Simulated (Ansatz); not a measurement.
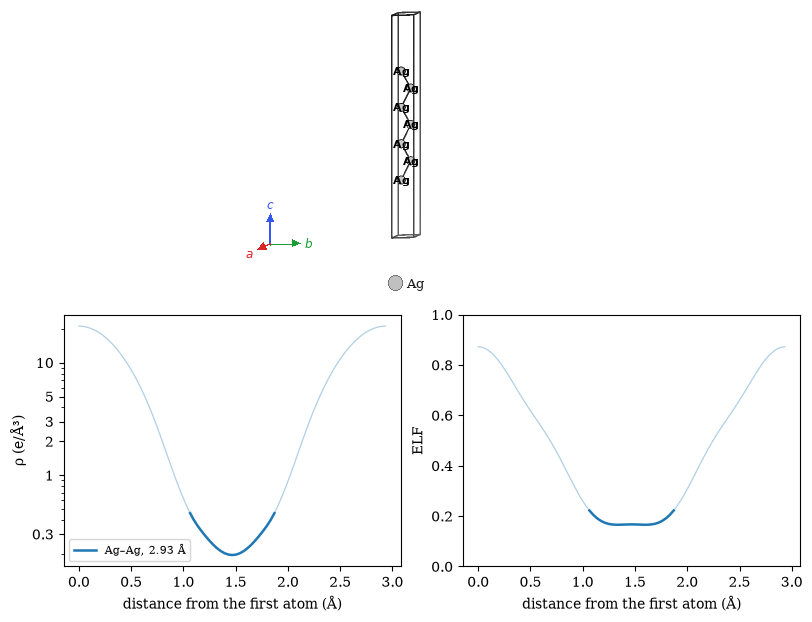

Figure 1: Ag (slab). Valence charge density (pseudo) and electron localisation function along straight lines between neighbouring atoms. Thin, pale parts lie inside the atomic spheres. The structure is drawn too.

Computed without spin polarisation.

Level of theory: DFT PBE, scalar-relativistic, plane waves, PAW (Ansatz).

Core electrons are frozen (PAW), and the valence fields are smoothed inside the atomic spheres.

Input file:

```
crystal:
  lattice:
    - [2.9341770162, 0.0, 0.0]
    - [-1.4670885081, 2.5410718352, 0.0]
    - [0.0, 0.0, 29.397233766]
  atoms:
    - { symbol: Ag, position: [0.6666666667, 0.3333333333, 0.2551260455] }
    - { symbol: Ag, position: [0.3333333333, 0.6666666667, 0.336750697] }
    - { symbol: Ag, position: [0.6666666667, 0.3333333333, 0.4183753485] }
    - { symbol: Ag, position: [0.3333333333, 0.6666666667, 0.5] }
    - { symbol: Ag, position: [0.6666666667, 0.3333333333, 0.5816246515] }
    - { symbol: Ag, position: [0.3333333333, 0.6666666667, 0.663249303] }
    - { symbol: Ag, position: [0.6666666667, 0.3333333333, 0.7448739545] }
basis:
  ecutwfc: 420
kpoints:
  mp_grid: { grid: [12, 12, 1] }
hamiltonian:
  xc: pbe
scf:
  occupations: { method: gaussian, width: 0.1 }
output:
  forces: true
  stress: true
  eigenvalues: true
  write_density: true
  write_potential: true
  elf: true
  volumetric_format: npy
efield:
  axis: 3
  dipole_correction: true
  ramp_width: 0.04
```

Command:

```sh
ansatz run input.yaml --threads 1 --pin off --max-ram 2560MiB --backend cpu --events-out ev --progress --plain --runs-dir out
```

What can be read from the curves?

Answer. Ag–Ag (2.93 Å): ρ at the midpoint is about 0.2 e/Å³; the ELF is about 0.15 at the midpoint (no shared electron pair shows on this line).
